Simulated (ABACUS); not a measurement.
Run report: ZnS, band-structure run (part 2 of 2)

ZnS (2 atoms in the cell); Kohn-Sham DFT of a periodic cell, HCTH407, SPMS ONCV 1.0 PBE, no spin polarisation (ABACUS 3.10.1); cutoff 1142.88 eV, fermi-dirac of 0.05 eV. The structure derives from an entry of the Crystallography Open Database. It belongs to a series of runs on one base structure; here: bands on the converged density.

Geometry of the input (Å; fractional positions):
```
0.0000  2.7020  2.7020
2.7020  0.0000  2.7020
2.7020  2.7020  0.0000
Zn 0.7500  0.7500  0.7500
S  0.0000  0.0000  0.0000
```

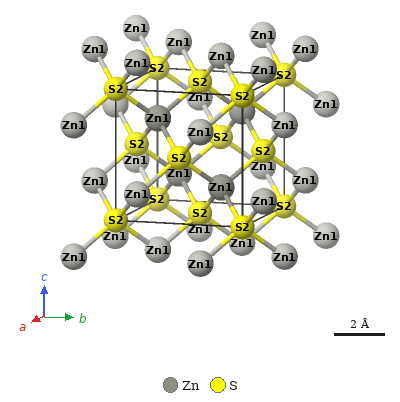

The input geometry (ball-and-stick view of the cell 4 times as large as that of the calculation, set on its symmetry axes, seen slightly off an axis; neighbours outside the cell are drawn fainter; atoms are numbered from 1 in the order of the input).

## Log, continued
```
 -------------------------------------------
 NONSELF-CONSISTENT
 -------------------------------------------
                                 init_chg = file
 try to read charge from file
 Read in the charge density: OUT.ZnS//ZnS-CHARGE-DENSITY.restart

 PW ALGORITHM --------------- ION=   1  ELEC=   1--------------------------------
 k(1/102) Iter steps (avg)=11 threshold=1e-07
 k(2/102) Iter steps (avg)=12 threshold=1e-07
 k(3/102) Iter steps (avg)=11 threshold=1e-07
 k(4/102) Iter steps (avg)=11 threshold=1e-07
 k(5/102) Iter steps (avg)=12 threshold=1e-07
 k(6/102) Iter steps (avg)=14 threshold=1e-07
 k(7/102) Iter steps (avg)=13 threshold=1e-07
 k(8/102) Iter steps (avg)=13 threshold=1e-07
 k(9/102) Iter steps (avg)=15 threshold=1e-07
 k(10/102) Iter steps (avg)=17 threshold=1e-07
 k(11/102) Iter steps (avg)=19 threshold=1e-07
 k(12/102) Iter steps (avg)=19 threshold=1e-07
 k(13/102) Iter steps (avg)=19 threshold=1e-07
 k(14/102) Iter steps (avg)=18 threshold=1e-07
 k(15/102) Iter steps (avg)=17 threshold=1e-07
 k(16/102) Iter steps (avg)=18 threshold=1e-07
 k(17/102) Iter steps (avg)=15 threshold=1e-07
 k(18/102) Iter steps (avg)=19 threshold=1e-07
 k(19/102) Iter steps (avg)=19 threshold=1e-07
 k(20/102) Iter steps (avg)=22 threshold=1e-07
 k(21/102) Iter steps (avg)=24 threshold=1e-07
 k(22/102) Iter steps (avg)=23 threshold=1e-07
 k(23/102) Iter steps (avg)=17 threshold=1e-07
 k(24/102) Iter steps (avg)=17 threshold=1e-07
 k(25/102) Iter steps (avg)=17 threshold=1e-07
 k(26/102) Iter steps (avg)=16 threshold=1e-07
[... levels at 26 k points of this process ...]

 Density error is 0.00000000000
                          Error Threshold = 1.00000000000e-07
----------------------------------------------------------
     Energy           Rydberg                 eV
----------------------------------------------------------
 E_KohnSham     -418.4132146232      -5692.8038373731
 E_KS(sigma->0) -418.4132146232      -5692.8038373731
 E_Harris       -418.4132146232      -5692.8038373731
 E_band         -46.5976302677       -633.9932849383
 E_one_elec     -318.7594768652      -4336.9451768656
 E_Hartree      164.1403805597       2233.2444475009
 E_xc           -49.1988055134       -669.3840897764
 E_Ewald        -214.5953128044      -2919.7190182320
 E_entropy(-TS) -0.0000000000        -0.0000000000
 E_descf        0.0000000000         0.0000000000
 E_exx          0.0000000000         0.0000000000
 E_Fermi        0.6710861884         9.1305960118
----------------------------------------------------------

 charge density convergence is achieved
 final etot is -5692.8038374 eV
 EFERMI = 9.1305960118 eV

 STATE ENERGY(eV) AND OCCUPATIONS    NSPIN == 1
 1/26 kpoint (Cartesian) = 0.0000 0.0000 0.0000 (3479 pws)
       1       -117.690      0.0196078
       2       -72.0426      0.0196078
       3       -72.0426      0.0196078
       4       -72.0426      0.0196078
       5       -5.41003      0.0196078
       6       0.848460      0.0196078
       7       0.848460      0.0196078
       8       0.848460      0.0196078
       9        1.27000      0.0196078
      10        1.27000      0.0196078
      11        7.53490      0.0196078
      12        7.53490      0.0196078
      13        7.53490      0.0196078
      14        10.2628    2.87026e-12
      15        14.3428    1.04647e-47
      16        14.3428    1.04647e-47
      17        14.3428    1.04647e-47
      18        19.3440        0.00000
      19        19.3440        0.00000
      20        20.3501        0.00000
      21        22.7662        0.00000
      22        22.7662        0.00000
      23        22.7662        0.00000

 2/26 kpoint (Cartesian) = 0.0000 0.018505 0.0000 (3487 pws)
       1       -117.690      0.0196078
       2       -72.0426      0.0196078
       3       -72.0426      0.0196078
       4       -72.0426      0.0196078
       5       -5.38592      0.0196078
       6       0.848251      0.0196078
       7       0.854166      0.0196078
       8       0.854166      0.0196078
       9        1.26771      0.0196078
      10        1.27158      0.0196078
      11        7.33064      0.0196078
      12        7.46928      0.0196078
      13        7.46928      0.0196078
      14        10.4879    3.18617e-14
      15        14.2218    1.17629e-46
      16        14.4450    1.35592e-48
      17        14.4450    1.35592e-48
      18        19.0304    2.01266e-88
      19        19.3753        0.00000
      20        20.5627        0.00000
      21        22.8588        0.00000
      22        22.8588        0.00000
      23        22.9266        0.00000

 3/26 kpoint (Cartesian) = 0.0000 0.037010 0.0000 (3491 pws)
       1       -117.690      0.0196078
       2       -72.0426      0.0196078
       3       -72.0426      0.0196078
       4       -72.0426      0.0196078
       5       -5.31505      0.0196078
       6       0.848379      0.0196078
       7       0.871055      0.0196078
       8       0.871055      0.0196078
       9        1.26135      0.0196078
      10        1.27618      0.0196078
      11        6.85305      0.0196078
      12        7.28654      0.0196078
      13        7.28654      0.0196078
      14        11.0158    8.27555e-19
      15        13.9068    6.40838e-44
      16        14.7380    3.86132e-51
      17        14.7380    3.86131e-51
      18        18.3262    2.63091e-82
      19        19.4686        0.00000
      20        21.1567        0.00000
      21        23.1340        0.00000
      22        23.1340        0.00000
      23        23.2682        0.00000

 4/26 kpoint (Cartesian) = 0.0000 0.055514 0.0000 (3475 pws)
       1       -117.690      0.0196078
       2       -72.0427      0.0196078
       3       -72.0426      0.0196078
       4       -72.0426      0.0196078
       5       -5.20188      0.0196078
       6       0.850922      0.0196078
       7       0.898373      0.0196078
       8       0.898373      0.0196078
       9        1.25261      0.0196078
      10        1.28334      0.0196078
      11        6.27422      0.0196078
      12        7.02100      0.0196078
      13        7.02100      0.0196078
      14        11.6333    3.58626e-24
      15        13.4920    2.56990e-40
      16        15.1897    4.60911e-55
      17        15.1897    4.60910e-55
      18        17.5789    8.15975e-76
      19        19.6210        0.00000
      20        22.0273        0.00000
      21        23.5827        0.00000
      22        23.5827        0.00000
      23        23.6798        0.00000

 5/26 kpoint (Cartesian) = 0.0000 0.074019 0.0000 (3495 pws)
       1       -117.690      0.0196078
       2       -72.0427      0.0196078
       3       -72.0427      0.0196078
       4       -72.0427      0.0196078
       5       -5.05408      0.0196078
       6       0.858611      0.0196078
       7       0.934688      0.0196078
       8       0.934688      0.0196078
       9        1.24492      0.0196078
      10        1.29236      0.0196078
      11        5.67286      0.0196078
      12        6.71217      0.0196078
      13        6.71217      0.0196078
      14        12.1770    6.79012e-29
      15        13.0551    1.60333e-36
      16        15.7641    4.72599e-60
      17        15.7641    4.72599e-60
      18        17.0248    5.30340e-71
      19        19.8276        0.00000
      20        23.0638        0.00000
      21        24.1795        0.00000
      22        24.1795        0.00000
      23        24.1813        0.00000

 6/26 kpoint (Cartesian) = 0.0000 0.092524 0.0000 (3479 pws)
       1       -117.690      0.0196078
       2       -72.0427      0.0196078
       3       -72.0427      0.0196078
       4       -72.0427      0.0196078
       5       -4.88284      0.0196078
       6       0.873357      0.0196078
       7       0.977686      0.0196078
       8       0.977686      0.0196078
       9        1.24452      0.0196078
      10        1.30236      0.0196078
      11        5.08137      0.0196078
      12        6.39513      0.0196078
      13        6.39513      0.0196078
      14        12.4846    1.44372e-31
      15        12.6551    4.77877e-33
      16        16.4313    7.57919e-66
      17        16.4313    7.57919e-66
      18        16.8439    1.97610e-69
      19        20.0796        0.00000
      20        24.1130        0.00000
      21        24.8328        0.00000
      22        24.8328        0.00000
      23        24.8593        0.00000

[... levels at 20 further k points ...]

 --------------------------------------------
 !FINAL_ETOT_IS -5692.803837373077 eV
 --------------------------------------------

 Output bands in file: OUT.ZnS/BANDS_1.dat
```

## Standard output
```
ABACUS v3.10.1

               Atomic-orbital Based Ab-initio Computation at UStc

 dft_functional readin is: GGA_XC_HCTH_407
 dft_functional in pseudopot file is: PBE
 Please make sure this is what you need
 dft_functional readin is: GGA_XC_HCTH_407
 dft_functional in pseudopot file is: PBE
 Please make sure this is what you need

%%%%%%%%%%%%%%%%%%%%%%%%%%%%%%%%%%%%%%%%%%%%%%%%%%%%%%%%%%%%%%%%%%%%%%%%%%%%%%%%%%%%%%%%%%%%%%%%%%%%%%%%%
 Warning: the number of valence electrons in pseudopotential > 12 for Zn: [Ar] 3d10 4s2
 Pseudopotentials with additional electrons can yield (more) accurate outcomes, but may be less efficient.
 If you're confident that your chosen pseudopotential is appropriate, you can safely ignore this warning.
%%%%%%%%%%%%%%%%%%%%%%%%%%%%%%%%%%%%%%%%%%%%%%%%%%%%%%%%%%%%%%%%%%%%%%%%%%%%%%%%%%%%%%%%%%%%%%%%%%%%%%%%%

 UNIFORM GRID DIM        : 45 * 45 * 45
 UNIFORM GRID DIM(BIG)   : 45 * 45 * 45
func,idGGA_XC_HCTH_407 164
 ---------------------------------------------------------
 ---------------------------------------------------------
 SPIN    KPOINTS         PROCESSORS  THREADS
 1       102             4           4
 ---------------------------------------------------------
 Use plane wave basis
 ---------------------------------------------------------
 ELEMENT NATOM       XC
 Zn      1
 S       1
 ---------------------------------------------------------
 Initial plane wave basis and FFT box
 ---------------------------------------------------------
 -------------------------------------------
 NONSELF-CONSISTENT :
 -------------------------------------------
 START CHARGE      : file
 ITER       ETOT/eV          EDIFF/eV         DRHO     TIME/s
 DA1     -5.69280384e+03   0.00000000e+00   0.0000e+00  14.66
```

## Key numbers

| quantity | value |
| --- | --- |
| outcome | converged |
| space group (tolerance 0.01 Å) | F-43m (216) |
| electrons treated | 26 |
| Fermi energy of the self-consistent step | 9.261 eV |
| gap on the band path | 2.73 eV |
| wall time | 16 s (CPU time 62 s) |
| peak memory | 0.44 GiB |
